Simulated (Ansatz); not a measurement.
## MoS$_{2}$: single-point calculation

System: MoS$_{2}$ (P-3m1, 6 atoms in the cell).
Method: DFT PBEsol, scalar-relativistic, plane waves, PAW, spin-polarised (Ansatz 0.2.0).

The structure derives from a Materials Project entry. Figures and captions count atoms from 1; the log counts them from 0 in places.

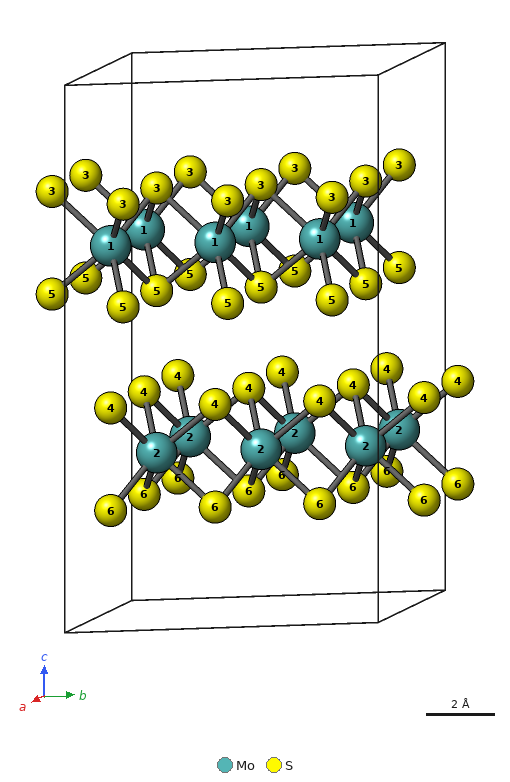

*The structure as given in the input (ball-and-stick view of the 2 × 3 repeat of the cell, with the vacuum cut short, seen slightly off an axis; bonded neighbours outside the cell are drawn too; atoms are numbered from 1 in the order of the input). An atom can appear more than once, as a periodic image.*

Near neighbours in the periodic cell (some may lie outside the picture): Mo has 6 S at 2.40 to 2.41 Å; S has 3 Mo at 2.40 to 2.41 Å.

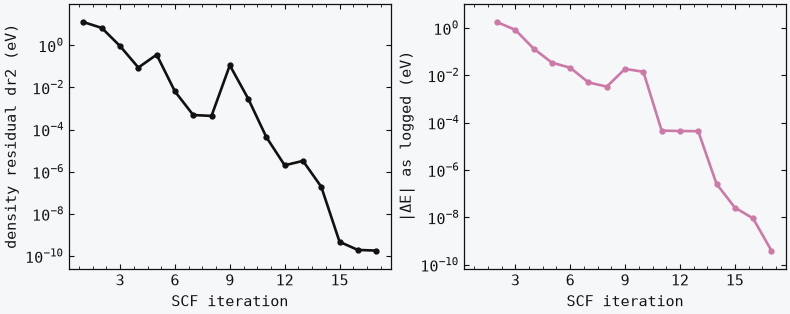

*Convergence of the self-consistent field: density residual dr2 and size of the energy change against the SCF iteration.*

The residual falls unevenly and jumps up by a factor of two or more 2 times on the way down.

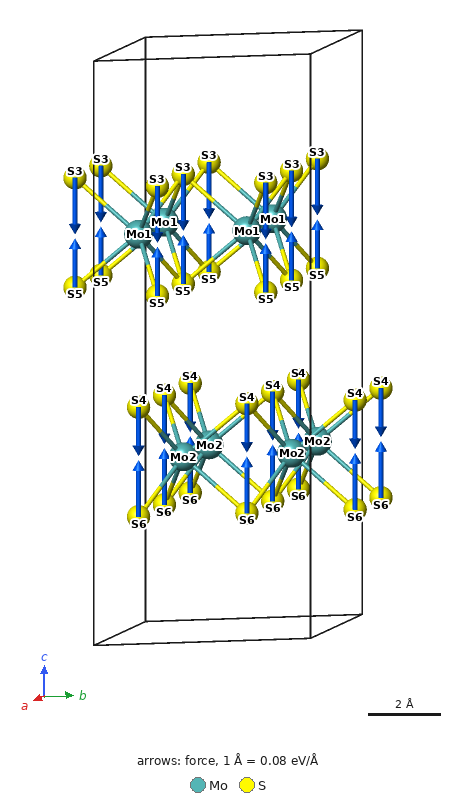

*Forces on the atoms as blue arrows (ball-and-stick view of the 2 × 2 repeat of the cell, with the vacuum cut short, seen slightly off an axis; bonded neighbours outside the cell are drawn too; atoms are numbered from 1 in the order of the input); the smallest are left out.*

The largest act on S3, S6 (0.13 eV/Å); S4, S5 (0.11 eV/Å). The geometry is not a stationary point of this energy.

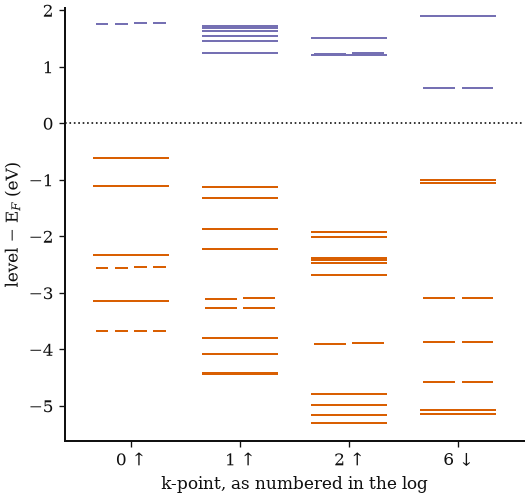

*Kohn–Sham levels near the Fermi level (dotted) at the few k-points that the log prints; levels within 0.02 eV of each other stand side by side.*

Among these points the highest filled and lowest empty levels are 1.24 eV apart, which is the gap on the mesh.

The input that produced these results follows, with the program's output.

### The input
```yaml
crystal:
  lattice:
    - [3.184541456, 0.0, 0.0]
    - [-1.592270728, 2.7578938003, 0.0]
    - [0.0, 0.0, 21.67053472]
  atoms:
    - { symbol: Mo, position: [0.66666667, 0.33333333, 0.14883977], spin: 1.0 }
    - { symbol: Mo, position: [0.33333333, 0.66666667, 0.85116023], spin: 1.0 }
    - { symbol: S, position: [0.33333333, 0.66666667, 0.22037461] }
    - { symbol: S, position: [0.66666667, 0.33333333, 0.922749] }
    - { symbol: S, position: [0.33333333, 0.66666667, 0.077251] }
    - { symbol: S, position: [0.66666667, 0.33333333, 0.77962539] }
basis:
  ecutwfc: 420
kpoints:
  mp_grid: { grid: [6, 6, 1] }
hamiltonian:
  xc: pbesol
scf:
  occupations: { method: gaussian, width: 0.1 }
  lower_state_search: "off"
output:
  forces: true
  stress: true
  eigenvalues: true
  populations: true
magnetization:
  spin_polarized: true
```

Command:
```bash
ansatz run input.yaml --threads 2 --pin off --max-ram 5120MiB --backend cpu --events-out ev --progress --plain --runs-dir out
```

### The program's output
```
Engine: ansatz 0.2.0, x86_64-unknown-linux-gnu
Pseudopotentials: kind: paw
Pseudopotential: Mo, paw, valence charge 14, recommended cutoff 420 eV (normal), Mo.paw.azcp
Pseudopotential: S, paw, valence charge 6, recommended cutoff 420 eV (normal), S.paw.azcp
Functional definition: PBEsol
  exchange = pbesol_x
  correlation = pbesol_c
Crystal: 6 atoms, lattice volume = 190.324 Å³
Basis set: ecut = 420 eV, 3721 PW (Γ), exchange–correlation on 48×48×300 points (8 copies of the dense FFT grid, shifted against one another)
Bands: 33, of which v1, the nominal top of the filled ones, is band 26 counted from 1 (25 counted from 0)
Symmetry: 12 space group operations
Space group: P-3m1 (ITA 164), of the structure as read, at distance tolerance 5.8e-5 Å
Magnetic group: BNS 164.85 (UNI 1315), of the structure as read, at distance tolerance 5.8e-5 Å
k-points: 7 of 36
Non-local potential: Mo, projectors of the file, l = 0: 3, l = 1: 2, l = 2: 2, l = 3: 1
Non-local potential: S, projectors of the file, l = 0: 2, l = 1: 2, l = 2: 2
PAW form: soft (Blöchl's): semilocal exchange-correlation on the pseudo side does not see the compensation charge
PAW frozen core: Mo, regenerated for the run's functional, and the local potential with it (the file was generated under x = pbe(κ = 0.804, μ = 0.2195149727645171), c = pbe(β = 0.06672455060314922))
PAW frozen core: S, regenerated for the run's functional, and the local potential with it (the file was generated under x = pbe(κ = 0.804, μ = 0.2195149727645171), c = pbe(β = 0.06672455060314922))
PAW one-centre angular grid: Mo, 590 points (default); XC on 64 Gauss nodes
PAW one-centre angular grid: S, 110 points (default); XC on 64 Gauss nodes
Initial density: superposition of atomic densities (neutral atoms: chi_scale 0, normalization atom)
Starting moments: Σ|m| = 2 μB on 2 of 6 sites
Initial wavefunctions: pseudopotential atomic-orbital guess
Functional: x = pbesol(κ = 0.804, μ = 0.12345679012345678), c = pbesol(β = 0.046)
SCF iter   1: F=—  HF=-13342.978157 eV  |F-HF|=—  |Δ(HF+E_count)|=         —  Δρ=5.00e-2 (↑5.00e-2 ↓2.36e-2)  dr2=1.26e1  dr2_m=7.50e-1  M=0.000 μB ∫|m|=0.428 μB  β_m=0.30  ethr=3.10e-3  ⟨swp⟩=9.9  Hψ=2515  notcnv=0
preconditioner: auto → none  [insulator: Δε(μ)=1.006 eV  Ē_g=8.765 eV  σ=0.100 eV  W_gap=1.00  n_scr=14 (ndim 8)  ℏωp=16.1 eV  f_vac=0.404  D(μ)=0.00/eV (n_scr^D=0)  ε∞_Penn≈4.4]
SCF iter   2: F=—  HF=-13341.208561 eV  |F-HF|=—  |Δ(HF+E_count)|=    1.77e0  Δρ=2.69e-2 (↑1.46e-2 ↓2.69e-2)  dr2=6.65e0  dr2_m=3.50e-1  M=0.000 μB ∫|m|=0.469 μB  β_m=0.30  ethr=3.10e-3  ⟨swp⟩=3.9  Hψ=1170  notcnv=0  defer=28
SCF iter   3: F=—  HF=-13340.378557 eV  |F-HF|=—  |Δ(HF+E_count)|=   8.30e-1  Δρ=1.86e-2 (↑1.86e-2 ↓1.05e-2)  dr2=9.17e-1  dr2_m=1.99e-1  M=0.000 μB ∫|m|=0.330 μB  β_m=0.30  ethr=3.10e-3  ⟨swp⟩=2.9  Hψ=879  notcnv=0  defer=21
SCF iter   4: F=—  HF=-13340.245002 eV  |F-HF|=—  |Δ(HF+E_count)|=   1.34e-1  Δρ=9.67e-3 (↑8.06e-3 ↓9.67e-3)  dr2=8.76e-2  dr2_m=1.05e-1  M=0.000 μB ∫|m|=0.278 μB  β_m=0.30  ethr=1.76e-3  ⟨swp⟩=2.3  Hψ=759  notcnv=0  defer=22
SCF iter   5: F=—  HF=-13340.279333 eV  |F-HF|=—  |Δ(HF+E_count)|=   3.43e-2  Δρ=6.29e-3 (↑6.29e-3 ↓6.14e-3)  dr2=3.58e-1  dr2_m=5.74e-2  M=0.000 μB ∫|m|=0.219 μB  β_m=0.30  ethr=1.69e-4  ⟨swp⟩=2.6  Hψ=894  notcnv=0  defer=22
SCF iter   6: F=—  HF=-13340.258401 eV  |F-HF|=—  |Δ(HF+E_count)|=   2.09e-2  Δρ=4.66e-3 (↑4.66e-3 ↓3.93e-3)  dr2=6.44e-3  dr2_m=3.16e-2  M=0.000 μB ∫|m|=0.174 μB  β_m=0.30  ethr=1.69e-4  ⟨swp⟩=2.3  Hψ=650  notcnv=0  defer=22
SCF iter   7: F=—  HF=-13340.263410 eV  |F-HF|=—  |Δ(HF+E_count)|=   5.01e-3  Δρ=3.34e-3 (↑3.01e-3 ↓3.34e-3)  dr2=4.90e-4  dr2_m=1.75e-2  M=0.000 μB ∫|m|=0.140 μB  β_m=0.30  ethr=1.24e-5  ⟨swp⟩=2.5  Hψ=719  notcnv=0  defer=22
Mixer restart at iter 7: flushing history
spin-set hold released at iteration 7 (site moments contracting): the magnetisation degrees of freedom join the quasi-Newton model from the next iteration; the mixer history was flushed
SCF iter   8: F=—  HF=-13340.266743 eV  |F-HF|=—  |Δ(HF+E_count)|=   3.33e-3  Δρ=2.45e-3 (↑2.45e-3 ↓2.31e-3)  dr2=4.45e-4  dr2_m=9.83e-3  M=0.000 μB ∫|m|=0.111 μB  β_m=0.65  ethr=9.43e-7  ⟨swp⟩=2.8  Hψ=863  notcnv=0  defer=22
SCF iter   9: F=—  HF=-13340.285451 eV  |F-HF|=—  |Δ(HF+E_count)|=   1.87e-2  Δρ=2.37e-3 (↑1.52e-3 ↓2.37e-3)  dr2=1.12e-1  dr2_m=3.56e-4  M=0.000 μB ∫|m|=0.033 μB  β_m=0.32  ethr=8.56e-7  ⟨swp⟩=4.0  Hψ=1219  notcnv=0  defer=22  recentre
SCF iter  10: F=—  HF=-13340.271364 eV  |F-HF|=—  |Δ(HF+E_count)|=   1.41e-2  Δρ=6.58e-4 (↑5.49e-4 ↓6.58e-4)  dr2=2.98e-3  dr2_m=5.84e-4  M=0.000 μB ∫|m|=0.039 μB  β_m=0.27  ethr=8.56e-7  ⟨swp⟩=3.6  Hψ=1161  notcnv=0  defer=22
SCF iter  11: F=—  HF=-13340.271411 eV  |F-HF|=—  |Δ(HF+E_count)|=   4.62e-5  Δρ=2.47e-4 (↑2.24e-4 ↓2.47e-4)  dr2=4.35e-5  dr2_m=9.06e-5  M=0.000 μB ∫|m|=0.019 μB  β_m=0.52  ethr=8.56e-7  ⟨swp⟩=2.4  Hψ=763  notcnv=0  defer=22
SCF iter  12: F=—  HF=-13340.271366 eV  |F-HF|=—  |Δ(HF+E_count)|=   4.43e-5  Δρ=1.35e-4 (↑1.32e-4 ↓1.35e-4)  dr2=2.02e-6  dr2_m=3.09e-5  M=0.000 μB ∫|m|=0.012 μB  β_m=0.76  ethr=8.36e-8  ⟨swp⟩=2.1  Hψ=762  notcnv=0  defer=22
SCF iter  13: F=—  HF=-13340.271410 eV  |F-HF|=—  |Δ(HF+E_count)|=   4.37e-5  Δρ=2.56e-5 (↑2.56e-5 ↓2.26e-5)  dr2=3.27e-6  dr2_m=5.96e-7  M=0.000 μB ∫|m|=0.002 μB  β_m=0.68  ethr=3.88e-9  ⟨swp⟩=3.0  Hψ=1034  notcnv=0  defer=22
SCF iter  14: F=—  HF=-13340.271410 eV  |F-HF|=—  |Δ(HF+E_count)|=   2.59e-7  Δρ=6.16e-6 (↑4.61e-6 ↓6.16e-6)  dr2=1.93e-7  dr2_m=2.98e-8  M=0.000 μB ∫|m|=0.000 μB  β_m=0.62  ethr=3.88e-9  ⟨swp⟩=2.0  Hψ=786  notcnv=0  defer=22
iter 15 did not close the SCF: its close was put off for a magnetic moment that had not settled (scf_convergence_deferred on its scf_iter line)
SCF iter  15: F=-13340.271410 eV  HF=-13340.271410 eV  |F-HF|=8.24e-9  |Δ(HF+E_count)|=   2.60e-8  Δρ=1.79e-6 (↑1.79e-6 ↓1.62e-6)  dr2=4.73e-10  dr2_m=4.92e-9  M=0.000 μB ∫|m|=0.000 μB  β_m=0.75  ethr=1.92e-10  ⟨swp⟩=13.1  Hψ=2211  notcnv=0
iter 16 did not close the SCF: its close was put off for a magnetic moment that had not settled (scf_convergence_deferred on its scf_iter line)
SCF iter  16: F=-13340.271410 eV  HF=-13340.271410 eV  |F-HF|=1.91e-10  |Δ(HF+E_count)|=   9.03e-9  Δρ=3.76e-7 (↑3.60e-7 ↓3.76e-7)  dr2=1.94e-10  dr2_m=2.08e-10  M=0.000 μB ∫|m|=0.000 μB  β_m=0.76  ethr=1.00e-12  ⟨swp⟩=1.0  Hψ=1533  notcnv=0
SCF iter  17: F=-13340.271410 eV  HF=-13340.271410 eV  |F-HF|=1.64e-10  |Δ(HF+E_count)|=  3.95e-10  Δρ=1.18e-7 (↑1.18e-7 ↓1.02e-7)  dr2=1.81e-10  dr2_m=9.73e-12  M=0.000 μB ∫|m|=0.000 μB  ethr=1.00e-12  ⟨swp⟩=1.0  Hψ=1210  notcnv=0
WARN: the starting moments were not kept: the SCF closed with an absolute magnetisation of 3.6e-6 μB, where they sum to 2 μB in size (2 sites). That is at most 0.1 of that sum. Measured as dr2_m measures the in/out step, that magnetisation stands 7.1e-13 eV from none, at or under the dr2_threshold of 1.0e-7 eV: it is no larger than a step whose dr2_m would equal this threshold. The system may hold no moment; this SCF shows only that its start led to no more than that. To try another start: raise the starting moments (crystal.atoms[].spin, magnetization.per_species, magnetization.initial_magnetization, or on a non-collinear deck that types none of these the spinor_matrix: blocks that start its atoms; where the total moment is fixed, keep their sum and leave initial_magnetization as it is; typed ones take the place of any that the run laid by itself, positive ones on a crystal's lanthanoids without a Hubbard term where scf.initial_density.shell_occupations: [] is typed) or, if the notice of its spin-set hold's release reads "site moments contracting" or "site moments show no strong build", lengthen the hold (scf.mixing.spin_hold: { on: { confirm: 4 } }; for m-r²SCAN on two components see the key's manual first). Each may lead to a state that holds a moment. A second SCF, from the converged charge density, with the starting moments and any scf.initial_density.shell_occupations laid on it anew, would have followed, and was not run: the deck does not ask for one (magnetization.retry_lost_moments is false, the default). To let it run, set magnetization.retry_lost_moments: true and run the deck again, where that key's refused combinations let it; where memory then withholds it, that run's warning says so.
SCF 1 converged in 17 iterations: F = -13340.271410 eV  dr2 = 1.81e-10
  greatest PAW one-centre occupation: 0.999 electrons in one spin orbital (limit 2), on the Mo atom at site 1 (counted from 0), in its partial waves of l = 0
SCF converged after 17 iterations
Magnetization: 0.0000 μB (26.0000 up, 26.0000 down)
Absolute magnetization: 0.0000 μB (∫|ρ↑−ρ↓|, with the PAW one-centre terms)
Spin contamination: 0.0000 ħ² per cell (⟨S²⟩ above its minimum at these occupations)
Per-site moments (μB) at R_I (Å): [(-2.466157626768121e-7, 0.9920217059193931), (-2.466157626187934e-7, 0.992021705919393), (-9.322832764299317e-8, 0.9920217059193931), (-1.035509070097648e-7, 0.992332526424211), (-1.0355090703388691e-7, 0.992332526424211), (-9.322832769783823e-8, 0.992021705919393)]
Free energy (F): -13340.271410 eV
Harris-Foulkes:  -13340.271410 eV  (|F-HF|=1.64e-10)
Internal energy: -13340.271410 eV  (E = F + TS)
E sigma→0 (E₀):  -13340.271410 eV
Fermi energy:    4.090523 eV
--- Per-component energies (eV) ---
  E_band       = -681.821289
  E_kinetic    = 1309.417520
  E_local      = -24651.735700  (includes V_loc(G=0)·N_el)
  E_nonlocal   = 402.585883
  E_hartree    = 11687.169785
  E_xc         = -749.937952
  E_vxc        = -807.233822  (∫ρ·V_xc dr)
  E_paw        = -8623.604030  (= ΣΔE_a)
  E_vpaw       = -309.192965  (= ΣTr[D̂ρ^β])
  E_aug_tail   = 0.000076  (compensation charges beyond the density's cutoff)
  E_ewald      = 7285.166613
  E_core_change = 0.666396  (= ΣΔE_core)
  E_smearing   = -0.000000  (= −TS)
  E_closure    = 0.000000  (closes the sum)
  Σ components = -13340.271410   (vs F -13340.271410, Δ=0.00e0)
--- Forces (eV/Å), atoms counted from 1 ---
  atom   1  Mo     0.00000000     0.00000000    -0.00646544
  atom   2  Mo    -0.00000000    -0.00000000     0.00646544
  atom   3  S     -0.00000000     0.00000000    -0.12837395
  atom   4  S      0.00000000    -0.00000000    -0.11106521
  atom   5  S      0.00000000     0.00000000     0.11106521
  atom   6  S      0.00000000    -0.00000000     0.12837395
  max |Σ_I F_I| component: 6.94e-18 eV/Å
--- Stress (GPa, compression-positive) ---
       -2.362961       0.000000      -0.000000
        0.000000      -2.362961       0.000000
       -0.000000       0.000000      -0.754085
  P = ⅓ Tr σ = -1.8267 GPa (-18.267 kbar)
--- Band table (eV; the first three rows and the last of 14) ---
  k-point 0 ↑: bands = ["-57.6677", "-57.6677", "-31.8444", "-31.8443", "-31.6291", "-31.6291", "-31.6291", "-31.6291", "-11.0501", "-10.9788", "-9.7118", "-9.5901", "-2.7492", "-2.4044", "0.4153", "0.4153", "0.4183", "0.4183", "0.9467", "1.5405", "1.5405", "1.5513", "1.5513", "1.7665", "2.9758", "3.4765", "5.8552", "5.8552", "5.8626", "5.8626", "6.1325", "6.1325", "6.1763"]
  k-point 1 ↑: bands = ["-57.6583", "-57.6583", "-31.8254", "-31.8254", "-31.7253", "-31.7253", "-31.6510", "-31.6510", "-10.6515", "-10.5824", "-9.5455", "-9.4389", "-2.3369", "-2.0060", "-0.3430", "-0.3228", "0.0129", "0.3018", "0.8237", "0.8320", "0.9896", "1.0043", "1.8672", "2.2281", "2.7653", "2.9602", "5.3415", "5.5520", "5.6351", "5.7250", "5.7849", "5.8076", "6.4478"]
  k-point 2 ↑: bands = ["-57.6394", "-57.6394", "-31.9133", "-31.9133", "-31.7873", "-31.7872", "-31.6945", "-31.6945", "-9.7226", "-9.6679", "-9.1636", "-9.0981", "-2.2735", "-2.1498", "-1.2079", "-1.0682", "-0.8929", "-0.7067", "0.1917", "0.2101", "1.4044", "1.6182", "1.6725", "1.7015", "2.0780", "2.1606", "5.2941", "5.3202", "5.3377", "5.6060", "6.3663", "6.6863", "7.1789"]
  k-point 6 ↓: bands = ["-57.6252", "-57.6252", "-31.9135", "-31.9135", "-31.8685", "-31.8685", "-31.7586", "-31.7586", "-8.8591", "-8.8591", "-8.7620", "-8.7620", "-2.3879", "-2.3428", "-1.5366", "-1.5366", "-1.0589", "-0.9850", "-0.4849", "-0.4849", "0.2148", "0.2148", "1.0078", "1.0078", "3.0327", "3.0831", "4.7156", "4.7156", "5.9872", "6.3491", "6.6579", "6.6579", "7.9605"]
--- Löwdin populations: 6 sites ---
  site symbol       q [e]    m [muB]
     0     Mo     13.6865    -0.0000
     1     Mo     13.6865    -0.0000
     2      S      6.0527     0.0000
     3      S      6.0538     0.0000
     4      S      6.0538     0.0000
     5      S      6.0527     0.0000
  spilling = 0.007959 (of n_electrons = 52.000000)
```

### Key numbers

```json
{"quantity": "outcome", "value": "converged"}
{"quantity": "space group (tolerance 0.01 Å)", "value": "P-3m1 (164)"}
{"quantity": "electrons treated", "value": "52"}
{"quantity": "free energy", "value": "−13340.2714 eV"}
{"quantity": "Fermi energy", "value": "4.091 eV"}
{"quantity": "gap on the k-point mesh", "value": "1.24 eV"}
{"quantity": "net moment of the cell", "value": "0.00 μB"}
{"quantity": "integrated absolute moment", "value": "0.00 μB"}
{"quantity": "pressure", "value": "−1.83 GPa"}
{"quantity": "largest force (length of the vector)", "value": "0.128 eV/Å"}
{"quantity": "hardware", "value": "2 threads of Intel Xeon @ 2.50GHz (Skylake/Cascade Lake), 128 GiB of memory available, shared host"}
{"quantity": "wall time", "value": "6.3 s (CPU time 12 s)"}
{"quantity": "peak memory", "value": "0.56 GiB"}
```

Warnings of the run: some starting moments were not kept.
